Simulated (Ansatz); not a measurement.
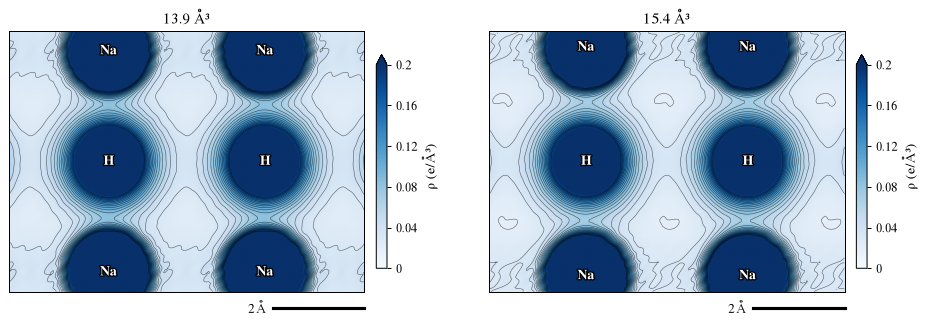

NaH. The valence pseudo-density of cells scaled evenly to different volumes (given per atom above each panel), on the (11̄0) plane of each (indices in the axes of the cell below), at one length scale and on one colour scale.

Computed with Ansatz, Kohn-Sham DFT of a periodic cell, LDA, Ansatz PAW.

Core electrons are frozen (PAW), and the valence fields are smoothed inside the atomic spheres.

The largest cell:

```xyz
2
Lattice="0.0000 2.4879 2.4879 2.4879 0.0000 2.4879 2.4879 2.4879 0.0000" Properties=species:S:1:pos:R:3 pbc="T T T"
Na    0.0000    0.0000    0.0000
H     2.4879    2.4879    2.4879
```

| volume (Å³/atom) | Na–H contact in the plane (Å) | ρ at its midpoint (e/Å³) | pressure (GPa) | gap on the mesh (eV) | 
| --- | --- | --- | --- | --- |
| 13.95 | 2.407 | 0.083 | −1.9 | 3.74 | 
| 14.82 | 2.456 | ? | ? | ? | 
| 15.40 | 2.488 | 0.072 | −3.5 | 3.57 | 

Q: Estimate the missing row, and compare with the calculation.

A: Over the known rows ln ρ falls by 1.76 per Å of Na–H distance (the line through the two), which gives 0.076 e/Å³ at 2.456 Å; the calculation gives 0.076 e/Å³. For the pressure, a straight line in volume between the neighbouring rows gives −2.9 GPa; the calculation gives −2.9. For the gap on the mesh, a straight line in volume between the neighbouring rows gives 3.64 eV; the calculation gives 3.64.
